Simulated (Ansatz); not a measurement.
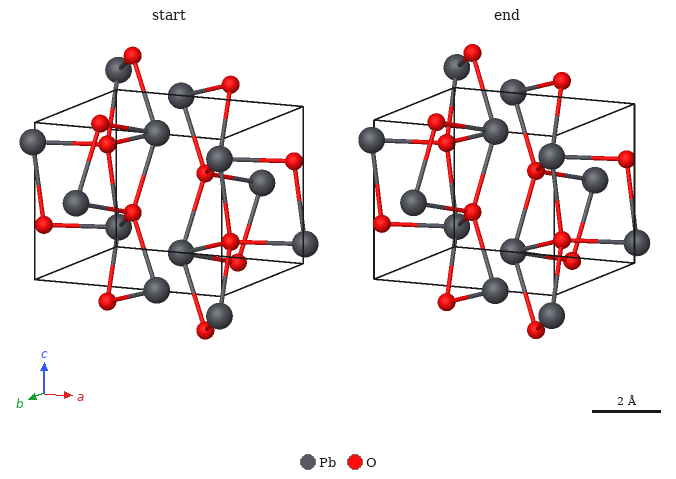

The structure of solid PbO (set up in Pbcm) before (left) and after (right) a relaxation, at one scale.

The picture is a ball-and-stick view of the cell of the calculation, seen from a free direction.

Method: Ansatz, DFT PBE+D3(BJ), scalar-relativistic, plane waves, PAW. (plane-wave cutoff 420 eV; k-point mesh 6 × 6 × 6; occupations gaussian; smearing width 0.02 eV; no spin polarisation; cell and atoms relaxed; force threshold 0.01 eV/Å; at most 80 steps)

### What changed between the two?

The largest moves relative to the cell, 0.076 Å, are those of O atoms. By element the largest moves are O 0.076 Å, Pb 0.058 Å. The volume changes by −3.6 %, with a 6.101 → 5.886 Å (−3.5 %), b 5.621 → 5.545 Å (−1.4 %), c 4.728 → 4.791 Å (+1.3 %). Some distances before and after: O–Pb 2.232 → 2.258 Å, O–Pb 2.474 → 2.494 Å, O–Pb 2.265 → 2.284 Å. Among the angles between lasting bonds that change: Pb–O–Pb 120.9° → 117.9°, O–Pb–O 145.7° → 147.7°, Pb–O–Pb 145.7° → 147.7°. The space group stays Pbcm (No. 57). The energy falls by 5.6 meV per atom in 6 accepted moves (8 points after the start). Largest force component: 0.28 eV/Å at the start, 0.004 eV/Å at the end. Pressure: 1.12 GPa at the start and 0.01 GPa at the end. At 2 points the geometry stayed and the basis and grid were re-selected for the new cell (energy shift of 0.8 meV per atom at most each time). Cost: 5.4 min on 1 thread of AMD EPYC 7R43 64-Core Processor (Zen 3), on a shared host, peak memory 0.7 GiB.
